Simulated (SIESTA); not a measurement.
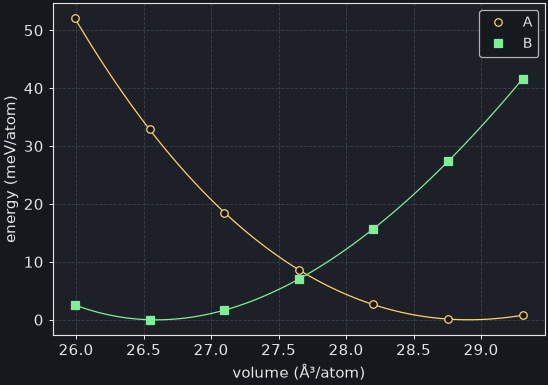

The figure compares two calculations of the energy against volume, each curve from its own zero. The first is for Sn, space group I4_1/amd (No. 141).

The cell holds 2 atoms.

Calculation (SIESTA 5.4.2): DFT in numerical atomic orbitals with pseudopotentials, no spin polarisation; energies at scaled volumes of the given cell, shape and fractions fixed, counted from the fit's minimum, third-order Birch-Murnaghan fit. Level: PBE.

```csv
setting,value
k mesh,9×9×9
occupations,Fermi–Dirac
smearing width,0.05 eV
potentials,"PseudoDojo 0.4 standard, converted to PSML, two zetas on semicore shells"
program settings,"basis DZP, mesh cutoff 500 Ry"
```

In the second, the level changes from PBE to LDA.

> Which of A and B is the second calculation, and what did the change do?

B. The equilibrium volume falls from 28.91 to 26.59 Å³/atom (−8.0 %) and the bulk modulus rises from 46.5 to 57.8 GPa (+24 %). As usual, the local density approximation binds more tightly than this gradient-corrected functional.

For both, limits of the calculation: mulliken charges of long orbitals; shape and atomic fractions are frozen while scaling, which makes layered, chain and framework solids too stiff.

V0 and the bulk modulus come from third-order Birch–Murnaghan fits.
